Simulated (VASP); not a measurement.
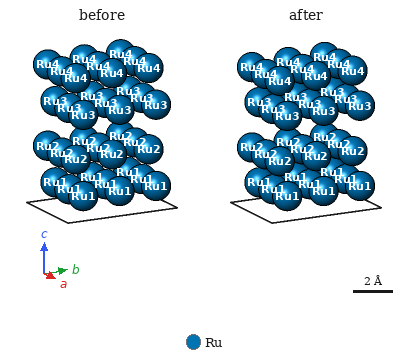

The structure of a slab of composition Ru before (left) and after (right) a relaxation, at one scale.

The picture is a spheres-only view of the 3 × 3 repeat of the cell, outlined in the plane, without the vacuum, seen slightly off an axis.

The run lets the atoms move in a fixed cell. 1 atoms are held fixed.

Method: VASP, Kohn-Sham DFT of a periodic cell, r2SCAN with rVV10, VASP PAW PBE potentials, recommended.

Input file:
```
SYSTEM = Ru
ALGO     = Normal         ! electronic algorithm
BPARAM   = 11.95        
CPARAM   = 0.0093       
DIPOL    = 0.5 0.5 0.500
EDIFF    = 1E-6           ! SCF threshold, eV
EDIFFG   = -0.02          ! ionic threshold
ENCUT    = 520            ! plane-wave cutoff, eV
IBRION   = 2              ! ionic algorithm
IDIPOL   = 3            
ISIF     = 2              ! what is computed and relaxed
ISMEAR   = 1              ! smearing method
IVDW_NL  = 2            
KPAR     = 2            
LASPH    = .TRUE.         ! aspherical terms in the spheres
LCHARG   = .FALSE.        ! write CHGCAR
LDIPOL   = .TRUE.       
LMIXTAU  = .TRUE.       
LREAL    = .FALSE.        ! projectors in reciprocal space
LUSE_VDW = .TRUE.       
LWAVE    = .FALSE.        ! write WAVECAR
METAGGA  = R2SCAN         ! meta-GGA
NELM     = 120            ! most SCF steps
NSW      = 90             ! ionic steps
PREC     = Accurate       ! precision mode
SIGMA    = 0.1            ! smearing width, eV
```

Run as
```bash
cat potpaw_PBE.64/Ru_pv/POTCAR > POTCAR
mpirun -np 2 vasp_std > vasp.out
```

What changed between the two?

The run was cut off at its time limit before the relaxation converged, so the last structure is only a point on the way. After 6 geometry steps the energy has fallen by 59.8 meV per cell of the calculation. Largest force component: 0.75 eV/Å at the start, 0.27 eV/Å at the end. Ru4 moves most: 0.14 Å along the normal (−c). The cell doesn't change. Some distances before and after: Ru1–Ru2 2.642 → 2.568 Å, Ru2–Ru3 2.642 → 2.673 Å. It ran on 2 threads of Intel(R) Xeon(R) Platinum 8488C (Sapphire Rapids) (shared host).
